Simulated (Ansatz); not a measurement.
H₄C: several calculations on one system

**1. Relaxation**

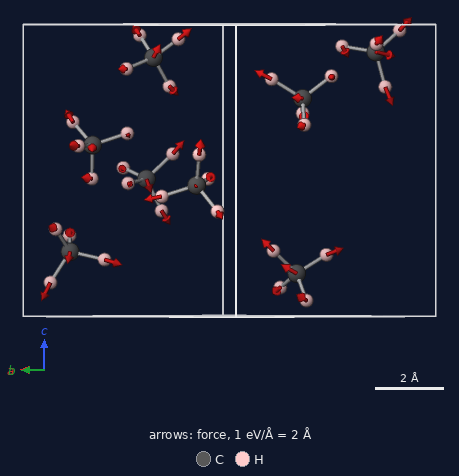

Starting geometry of an amorphous cell of composition H₄C with the computed forces as red arrows. The picture is a ball-and-stick view of the cell of the calculation, seen from a free direction.

The cell holds 8 CH4. The run prepares the start of a later molecular dynamics calculation, from a guessed geometry.

The calculation used DFT LDA, scalar-relativistic, plane waves, PAW (Ansatz). Settings: plane-wave cutoff 420 eV; k-point mesh 1 × 1 × 1; occupations fermi dirac; smearing width 0.02 eV; no spin polarisation; atoms relaxed in a fixed cell; force threshold 0.3 eV/Å; at most 15 steps.

Q: Is this structure relaxed? If not, where do the atoms go?

A: It isn't relaxed: the largest force vector, on a C atom, is 0.37 eV/Å. The final displacements follow the starting forces only in part (cosine between the two patterns 0.55). The largest move is that of an H atom, 0.20 Å along [1 3 2]. Largest moves by element: H 0.20 Å, C 0.15 Å. The cell stays as it was. Near-neighbour distances that change, for instance: C–H 1.090 → 1.096 Å. After 1 geometry step the energy has fallen by 9.0 meV per atom. The largest force component goes from 0.36 to 0.12 eV/Å.

**2. Dynamics**

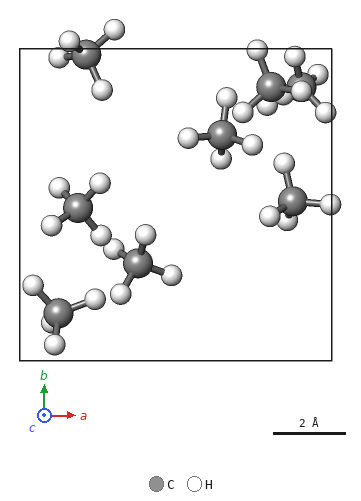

Starting frame of a dynamics run of a periodic cell with 8 CH4 at 0.325 g/cm³. A ball-and-stick model of the simulation cell, seen along the c axis.

Level of theory: Ansatz 0.2.0, DFT LDA, scalar-relativistic, plane waves, PAW.

Input file:
```yaml
crystal:
  lattice:
    - [8.685429, 0.0, 0.0]
    - [0.0, 8.685429, 0.0]
    - [0.0, 0.0, 8.685429]
  atoms:
    - { symbol: C, position: [0.18322698, 0.48609972, 0.74716767] }
    - { symbol: H, position: [0.25339186, 0.56512886, 0.81601671] }
    - { symbol: H, position: [0.09804453, 0.42970165, 0.82063847] }
    - { symbol: H, position: [0.2566709, 0.39775726, 0.69476228] }
    - { symbol: H, position: [0.12301635, 0.55055283, 0.65733039] }
    - { symbol: C, position: [0.20949409, 0.97747293, 0.45273728] }
    - { symbol: H, position: [0.26008199, 0.86399415, 0.47422944] }
    - { symbol: H, position: [0.12219983, 0.967978, 0.36244503] }
    - { symbol: H, position: [0.2996215, 1.0575719, 0.41585789] }
    - { symbol: H, position: [0.15555421, 1.02015912, 0.55846441] }
    - { symbol: C, position: [0.1204626, 0.14867934, 0.90214669] }
    - { symbol: H, position: [0.23777972, 0.1934582, 0.91194642] }
    - { symbol: H, position: [0.09866713, 0.1185486, 0.78136314] }
    - { symbol: H, position: [0.03881062, 0.23781519, 0.93906679] }
    - { symbol: H, position: [0.10824865, 0.04791321, 0.97698013] }
    - { symbol: C, position: [0.89887055, 0.8731478, 0.21306431] }
    - { symbol: H, position: [0.97635566, 0.79176588, 0.27048682] }
    - { symbol: H, position: [0.87792077, 0.97136746, 0.28922785] }
    - { symbol: H, position: [0.78939806, 0.81573777, 0.18789563] }
    - { symbol: H, position: [0.95171156, 0.91352747, 0.10596156] }
    - { symbol: C, position: [0.37528103, 0.30857085, 0.15466738] }
    - { symbol: H, position: [0.39941048, 0.39976757, 0.23866972] }
    - { symbol: H, position: [0.31976487, 0.21015024, 0.21161512] }
    - { symbol: H, position: [0.48265768, 0.26998425, 0.10053343] }
    - { symbol: H, position: [0.29756275, 0.35417384, 0.06620111] }
    - { symbol: C, position: [0.80222013, 0.87371918, 0.58797694] }
    - { symbol: H, position: [0.89897627, 0.8602111, 0.66811684] }
    - { symbol: H, position: [0.71134634, 0.79213202, 0.61916646] }
    - { symbol: H, position: [0.84121073, 0.8492852, 0.47088815] }
    - { symbol: H, position: [0.75777285, 0.9917193, 0.59290627] }
    - { symbol: C, position: [0.87162074, 0.5074348, 0.46346735] }
    - { symbol: H, position: [0.85363143, 0.44621623, 0.35492431] }
    - { symbol: H, position: [0.79776925, 0.45919156, 0.5537035] }
    - { symbol: H, position: [0.84377634, 0.62890805, 0.4485213] }
    - { symbol: H, position: [0.99212825, 0.49698288, 0.49821861] }
    - { symbol: C, position: [0.64458283, 0.71999645, 0.89487692] }
    - { symbol: H, position: [0.65962806, 0.83878921, 0.85568728] }
    - { symbol: H, position: [0.74181885, 0.68806951, 0.96850096] }
    - { symbol: H, position: [0.64146751, 0.64336746, 0.79478165] }
    - { symbol: H, position: [0.53666426, 0.70981573, 0.95908249] }
basis:
  ecutwfc: 420.0
kpoints:
  mp_grid: { grid: [1, 1, 1] }
hamiltonian:
  xc: lda
scf:
  occupations: { method: fermi_dirac, width: 0.02 }
  lower_state_search: "off"
md:
  timestep: 0.75
  n_steps: 300
  ensemble: nvt_langevin
  temperature: 350.0
  initial_velocities: maxwell_boltzmann
  seed: 849989
  friction: 0.02
```

Command:
```bash
ansatz run input.yaml --threads 1 --pin off --max-ram 3072MiB --backend cpu --events-out ev --progress --plain --runs-dir out
```

**Predict how the run goes.**

Over the second half the temperature averages 319 K (spread ±34 K). The potential energy in the second half lies on average 24.9 meV per atom above the first frame. In the second half of the run the atoms are, in the root-mean-square, this far from where they began (common drift taken out): H 1.18 Å, C 0.75 Å. The heavy atoms stay within a fraction of a molecule's size of their starting places; so short a run doesn't tell a liquid from a solid.

Along the run (each row but the first and the last is the mean over the interval that it begins):

```csv
time (fs),potential energy (meV/atom),T (K)
0.0,0.0,341
27.8,23.4,291
55.5,25.6,372
83.2,23.0,379
111.0,25.3,324
138.8,24.1,317
166.5,25.4,327
194.2,24.8,309
222.0,25.0,322
```

The paths of the atoms:

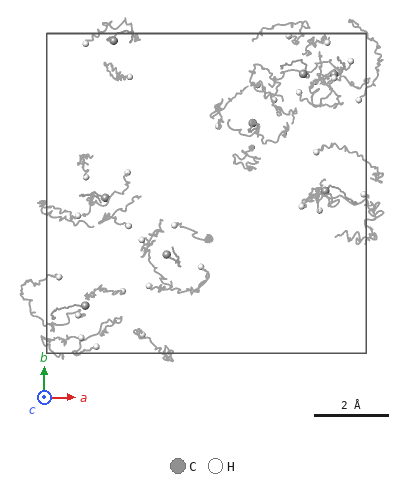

The run took 7.3 min on 1 thread of Arm Neoverse V2 (shared host), peak memory 0.44 GiB.

**3. Dynamics**

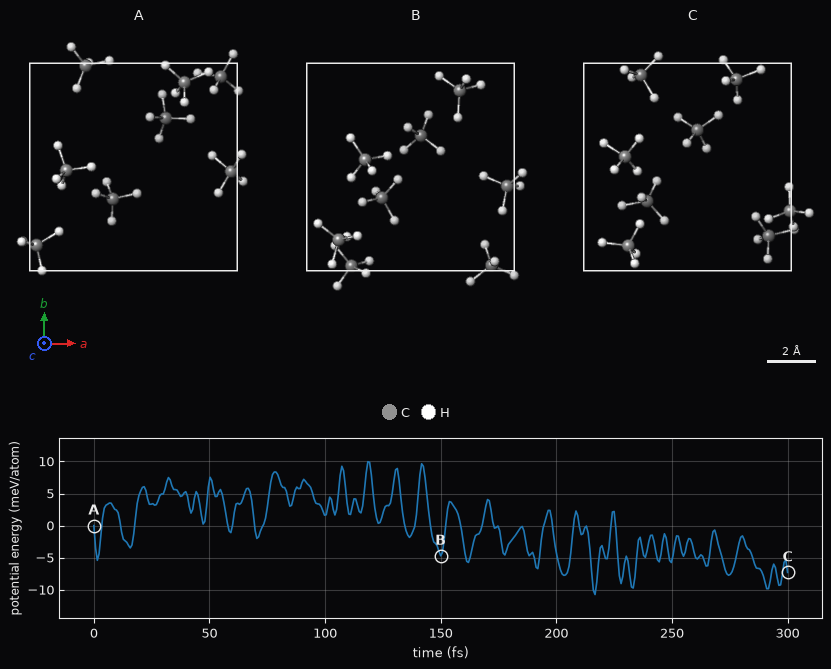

A Born-Oppenheimer molecular dynamics run of a periodic cell with 8 CH4 at 0.325 g/cm³, 300 fs long. It starts from the last geometry of an earlier run, with fresh velocities. Frames (A at 0 fs, B at 150 fs, C at 300 fs) and the history of the run. Style: ball-and-stick. Shown: the simulation cell, along the c axis. Atoms that leave the cell re-enter on the other side.

The calculation used DFT LDA, scalar-relativistic, plane waves, PAW in Ansatz 0.2.0. Settings: plane-wave cutoff 420 eV; k-point mesh 1 × 1 × 1; Fermi-Dirac smearing 0.02 eV; Langevin thermostat (NVT); set temperature 350 K; time step 0.75 fs; friction 0.01 per fs.

Describe the run.

Answer. In the second half of the run the atoms are, in the root-mean-square, this far from where they began (common drift taken out): H 1.86 Å, C 1.20 Å. The molecules turn and drift from their places. The mean temperature in the second half is 368 K (standard deviation 35 K). The potential energy in the second half lies on average 3.5 meV per atom below the first frame.
